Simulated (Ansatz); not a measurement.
Input

```
crystal:
  lattice:
    - [0.0, 0.0, 5.0179604226]
    - [-3.1302455678, 5.4217443637, 0.0]
    - [-3.1302455678, -5.4217443637, 0.0]
  atoms:
    - { symbol: Al, position: [0.9910981938, 0.6592638374, 0.3223658874] }
    - { symbol: Al, position: [0.9910900172, 0.1751937391, 0.8382891403] }
    - { symbol: Al, position: [0.9910903183, 0.6592722409, 0.8382915731] }
    - { symbol: Al, position: [0.5112201253, 0.8410242137, 0.1712150537] }
    - { symbol: Al, position: [0.5112111232, 0.3263381042, 0.1712102063] }
    - { symbol: Al, position: [0.4955600773, 0.8312385232, 0.6663165705] }
    - { symbol: Al, position: [0.5112111296, 0.3263510665, 0.656532053] }
    - { symbol: "N", position: [0.4135739588, 0.1645677951, 0.332985093], spin: 0.5 }
    - { symbol: "N", position: [0.3767303625, 0.6658896382, 0.3356335678] }
    - { symbol: "N", position: [0.3767186341, 0.161917719, 0.8316603731] }
    - { symbol: "N", position: [0.3767283175, 0.6659014569, 0.8316677709] }
    - { symbol: "N", position: [0.8742002551, 0.8091187138, 0.1552601884], spin: 0.5 }
    - { symbol: "N", position: [0.8741822152, 0.3423140326, 0.1552418159], spin: 0.5 }
    - { symbol: "N", position: [0.8763140207, 0.8312362481, 0.6663160066] }
    - { symbol: "N", position: [0.8741901378, 0.3423129577, 0.6884509506], spin: 0.5 }
  host:
    lattice:
      - [3.1302455678, 0.0, 0.0]
      - [-1.5651227839, 2.7108721818, 0.0]
      - [0.0, 0.0, 5.0179604226]
    atoms:
      - { symbol: Al, position: [0.3333333333, 0.6666666667, -0.0007713538] }
      - { symbol: Al, position: [0.6666666667, 0.3333333333, 0.4992286462] }
      - { symbol: "N", position: [0.3333333333, 0.6666666667, 0.3807713538] }
      - { symbol: "N", position: [0.6666666667, 0.3333333333, 0.8807713538] }
total_charge: -3
basis:
  ecutwfc: 420
  xc_grid: 2
kpoints:
  mp_grid: { grid: [2, 2, 2], shift: [0.0, 0.0, 0.0] }
hamiltonian:
  xc: pbe
scf:
  occupations: { method: gaussian, width: 0.01 }
output:
  forces: true
  stress: false
  eigenvalues: true
  populations: true
  charged_corrections:
    defect_position: [0.99922865, 0.16666667, 0.33333333]
    epsilon: [[8.2949, 0.0, 0.0], [0.0, 8.2949, 0.0], [0.0, 0.0, 9.8373]]
  write_density: true
  write_potential: true
  elf: true
  volumetric_format: npy
magnetization:
  spin_polarized: true
relax:
  adjacent_minimum: "off"
  f_tol: 0.025
  max_steps: 45
```

Command:

```sh
ansatz run input.yaml --threads 2 --pin off --max-ram 5120MiB --backend cpu --events-out ev --progress --plain --runs-dir out
```

The fields are those of the relaxed geometry.

The program warned that a starting moment wasn't kept; spin-polarised, but the moments vanished.

Computed with Ansatz, DFT PBE, scalar-relativistic, plane waves, PAW.

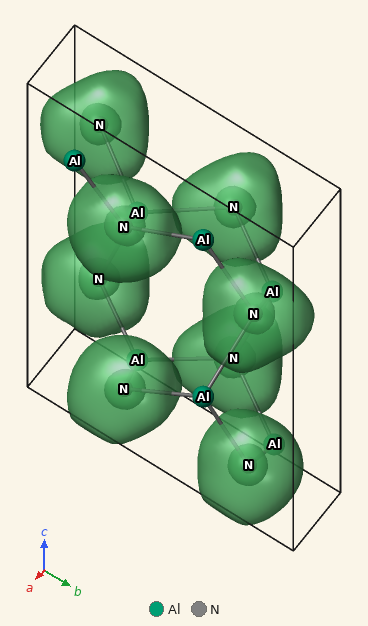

Al7N8 (cell charge −3, with a compensating background) (cell with a defect). Isosurface of the ELF at 0.65 (green), seen slightly off an axis. Only the valence region is drawn (cores and ρ < 0.01 e/Å³ removed). Sticks mark near contacts.

In a PAW calculation such maps are meaningful between the atoms, not at the nuclei.

### Identify the bonds, lone pairs and shells in this picture.

The ELF exceeds this value in eight regions on N in which the atom's valence shell and bonds are merged, counted in one cell of 15 atoms. Any copies at cell faces, edges or corners count once.

Values along the shortest contacts:
Al–N (1.82 Å): the ELF peaks at about 0.85 in the valence shell of N, 0.7 Å from its nucleus, and is about 0.85 at the midpoint. Al–N (1.89 Å): the ELF peaks at about 0.90 in the valence shell of N, 0.8 Å from its nucleus, and is about 0.85 at the midpoint.

### Does the calculation make it a metal, or give it a gap?

It is gapped, with a Kohn–Sham gap of 2.6 eV on the k-point mesh, an upper bound to the gap of this method.
